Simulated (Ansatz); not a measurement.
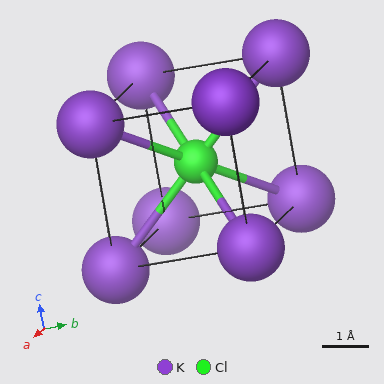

This ball-and-stick model is shown slightly off an axis. The parallelepiped is the simulation cell.

The run was set up as follows:
```yaml
crystal:
  lattice:
    - [0.0, 3.1567987457, 3.1448483221]
    - [3.1567987457, 0.0, 3.1448483221]
    - [3.1567987457, 3.1567987457, 0.0]
  atoms:
    - { symbol: K, position: [0.0, 0.0, 0.0] }
    - { symbol: Cl, position: [0.5, 0.5, 0.5] }
kpoints:
  mp_grid: { grid: [6, 6, 6] }
  band_path:
    path:
      - [0.0, 0.0, 0.0]
      - [0.5, 0.0, 0.5]
      - [0.625, 0.25, 0.625]
      - [0.375, 0.375, 0.75]
      - [0.5, 0.5, 0.5]
      - [0.5, 0.25, 0.75]
    npoints: 1
hamiltonian:
  xc: hse06
scf:
  occupations: { method: fixed }
  n_extra_bands: 4
output:
  forces: true
  stress: true
  eigenvalues: true
```
Run as:
```sh
ansatz run input.yaml --threads 4 --pin off --max-ram 3686MiB --backend cpu --events-out ev --progress --plain --runs-dir out
```

Setup: DFT, HSE06, plane waves, PAW in Ansatz; a cutoff energy of 420 eV, k-grid 6×6×6, no spin polarisation.

**Is it conducting or gapped at this level?**

An insulator at this level, with a gap of 6.48 eV, direct.

**What pressure does the calculation give for this cell?**

The computed pressure is 0.3 GPa (compressed: it would expand).

It goes back to a structure type filled with these elements by a generator (whether the compound takes this form wasn't checked). The cell was then strained or its atoms displaced on purpose. Ansatz was used for an electronic-structure calculation on it.
